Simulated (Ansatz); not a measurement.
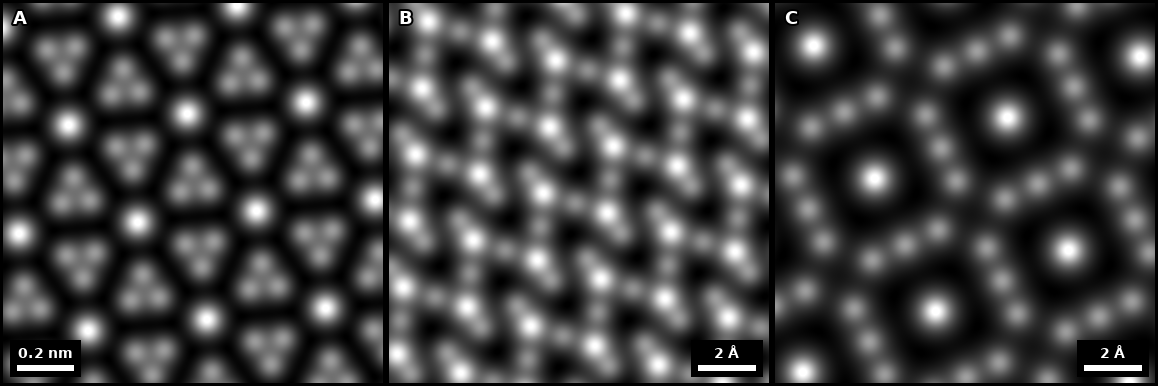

Three views of Si (Pm-3n, No. 223) along different zone axes. Simulated as the projected potential of neutral atoms (B = 0.8 Å²) blurred by a 0.50 Å probe, the thin-sample limit of integrated differential phase contrast. The display is stretched by a gamma of 0.8; percentages refer to the linear signal. Structure: a calculation's starting geometry; the starting structure was generated, so it need not be a known form of this composition.

```cif
data_structure
_symmetry_space_group_name_H-M 'P 1'
_symmetry_Int_Tables_number 1
_cell_length_a 5.1303
_cell_length_b 5.1303
_cell_length_c 5.1303
_cell_angle_alpha 90.000
_cell_angle_beta 90.000
_cell_angle_gamma 90.000
_cell_volume 135.03
loop_
_atom_site_label
_atom_site_type_symbol
_atom_site_fract_x
_atom_site_fract_y
_atom_site_fract_z
_atom_site_occupancy
Si1 Si 0.00000 0.00000 0.00000 1
Si2 Si 0.50000 0.50000 0.50000 1
Si3 Si 0.25000 0.00000 0.50000 1
Si4 Si 0.75000 0.00000 0.50000 1
Si5 Si 0.50000 0.25000 0.00000 1
Si6 Si 0.50000 0.75000 0.00000 1
Si7 Si 0.00000 0.50000 0.25000 1
Si8 Si 0.00000 0.50000 0.75000 1
```

Question: Match the panels to the zone axes [001], [111] and [211].

Answer: A is [111]: projected cell 4.19 × 4.19 Å, 120°, plane group p6mm. B is [211]: projected cell 2.96 × 3.63 Å, 90°, plane group p2mg. C is [001]: projected cell 5.13 × 5.13 Å, 90°, plane group p4mm.
